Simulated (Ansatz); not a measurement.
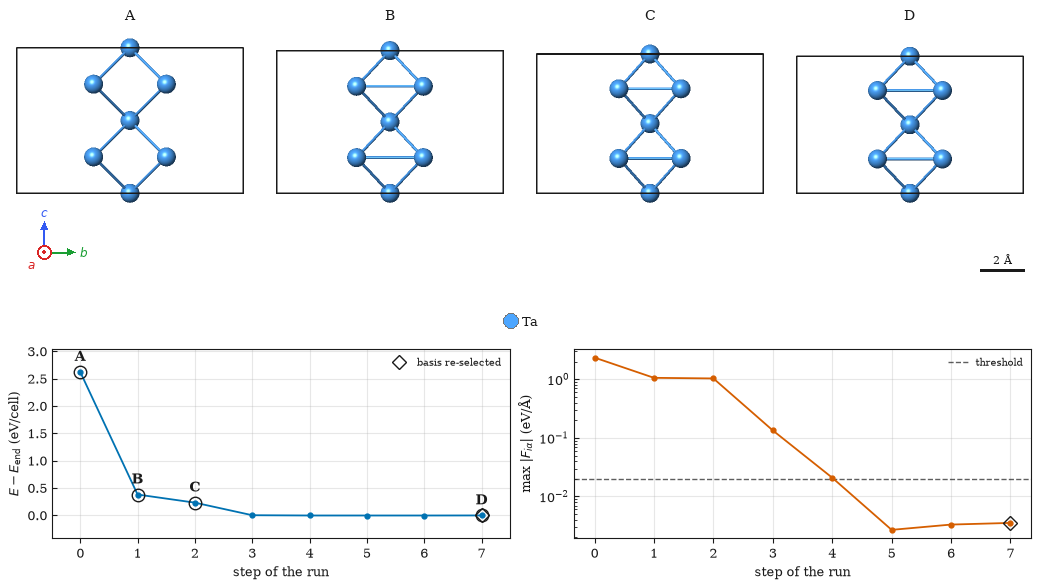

Frames of a relaxation of a wire of composition Ta, marked on the history of the run. The picture is a ball-and-stick view of the 2 repeat of the cell, with the vacuum cut short, seen along the a axis.

Case: wire along [0 0 1], 5 atoms a period.

These are results of DFT PBE, scalar-relativistic, plane waves, PAW in Ansatz 0.2.0, not measurements.

Input
```yaml
crystal:
  lattice:
    - [12.3, 0.0, 0.0]
    - [0.0, 12.6, 0.0]
    - [0.0, 0.0, 3.3187896401]
  atoms:
    - { symbol: Ta, position: [0.5, 0.5, 0.0] }
    - { symbol: Ta, position: [0.365089852, 0.3683019984, 0.5] }
    - { symbol: Ta, position: [0.365089852, 0.6316980016, 0.5] }
    - { symbol: Ta, position: [0.634910148, 0.3683019984, 0.5] }
    - { symbol: Ta, position: [0.634910148, 0.6316980016, 0.5] }
basis:
  ecutwfc: 420
kpoints:
  mp_grid: { grid: [1, 1, 16] }
hamiltonian:
  xc: pbe
scf:
  occupations: { method: gaussian, width: 0.05 }
output:
  forces: true
  stress: true
  eigenvalues: true
  populations: true
  write_density: true
  write_potential: true
  elf: true
  volumetric_format: npy
relax:
  adjacent_minimum: "off"
  f_tol: 0.02
  max_steps: 45
  cell: { fix: [a, b, alpha, beta, gamma], stress_tol: 0.03 }
```

Launched with:
```bash
ansatz run input.yaml --threads 4 --pin off --max-ram 11264MiB --backend cpu --events-out ev --progress --plain --runs-dir out
```

Describe the path.

Answer. The largest moves, 0.25 Å, are those of Ta2, Ta3, Ta4 and Ta5. Along the periodic axis the drawn cell goes c 6.638 → 6.251 Å (−5.8 %). Among the contacts that change: Ta2–Ta4 3.319 → 2.956 Å, Ta2–Ta3 3.319 → 2.967 Å, Ta1–Ta2 2.874 → 2.613 Å, Ta1–Ta1 3.319 → 3.126 Å. Among the angles between lasting bonds that change: Ta1–Ta2–Ta1 70.5° → 73.5°. Over 6 accepted moves (7 points after the start) the energy falls by 2.625 eV per cell of the calculation. The largest force component goes from 2.3 to 0.0035 eV/Å. The SCF was repeated once at an unchanged geometry on a basis and grid sized afresh for the cell, which shifted the energy by 1.1 meV per cell of the calculation at most. Cost: 37 s on 4 threads of Arm Neoverse V1 (shared host), peak memory 0.88 GiB. From step 0 to 1: Ta atoms move most (0.19 Å), energy −2.242 eV per cell of the calculation. From step 1 to 2: Ta atoms move most (0.15 Å), energy −0.148 eV per cell of the calculation. From step 2 to 7: Ta atoms move most (0.09 Å), energy −0.234 eV per cell of the calculation.

Limits of the set-up: the k-point mesh is coarse for a cell with partly filled bands.
